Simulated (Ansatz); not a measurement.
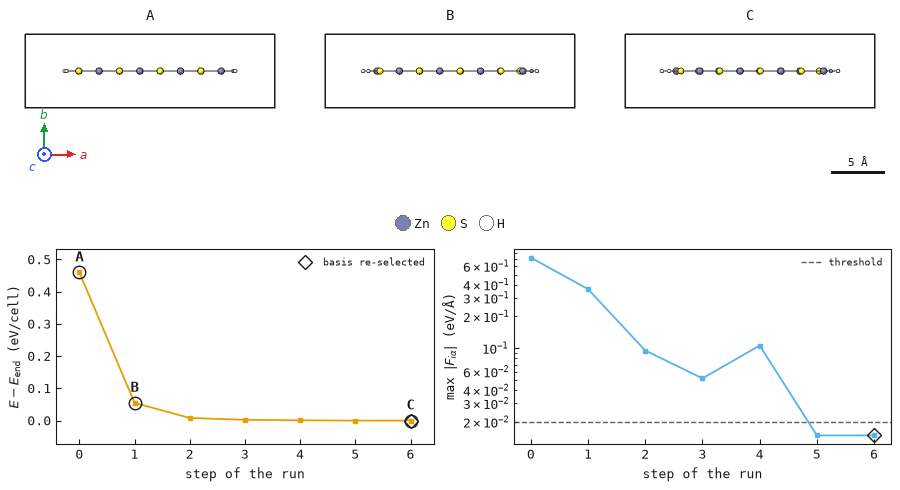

Frames of a relaxation of a wire of composition Zn₂HS₂, marked on the history of the run. The picture is a ball-and-stick view of the cell of the calculation, with the vacuum cut short, seen along the c axis.

Case: armchair ribbon, 8 formula units a period, edges capped with H.

All numbers below come from Ansatz, DFT PBE, scalar-relativistic, plane waves, PAW. (plane-wave cutoff 420 eV; k-point mesh 1 × 1 × 5; occupations gaussian; smearing width 0.05 eV; no spin polarisation; cell relaxed at fixed a, b, alpha, beta, gamma; force threshold 0.02 eV/Å; at most 45 steps)

Describe the path.

Answer. The largest moves relative to the centre of the atoms, 0.29 Å, are those of Zn atoms. By element the largest moves are Zn 0.29 Å, H 0.28 Å, S 0.23 Å. Along the periodic axis the drawn cell goes c 6.731 → 6.722 Å (−0.1 %). Some distances before and after: S–Zn 2.244 → 2.328 Å, S–Zn 2.244 → 2.283 Å, S–Zn 2.244 → 2.219 Å, H–Zn 1.550 → 1.534 Å. Bond angles that change, for instance: S–Zn–S 120.0° → 101.7°, Zn–S–Zn 120.0° → 137.2°, S–Zn–H 120.0° → 131.5°. Over 5 accepted moves (6 points after the start) the energy falls by 0.460 eV per cell of the calculation. Largest force component: 0.72 eV/Å at the start, 0.015 eV/Å at the end. The SCF was repeated once at an unchanged geometry on a basis and grid sized afresh for the cell, which shifted the energy by 0.2 meV per cell of the calculation at most. From step 0 to 1: Zn and H atoms move most (0.19 Å), energy −0.405 eV per cell of the calculation. From step 1 to 6: H atoms move most (0.12 Å), energy −54.9 meV per cell of the calculation.

| step | E − E(0), meV/atom | largest force component, eV/Å | note |
| --- | --- | --- | --- |
| 0 | 0.00 | 0.7231 |  |
| 1 | -20.24 | 0.3631 |  |
| 2 | -22.58 | 0.0950 |  |
| 3 | -22.87 | 0.0517 |  |
| 4 | -22.94 | 0.1060 |  |
| 5 | -22.99 | 0.0149 |  |
| 6 | -22.98 | 0.0149 | same geometry, new basis |
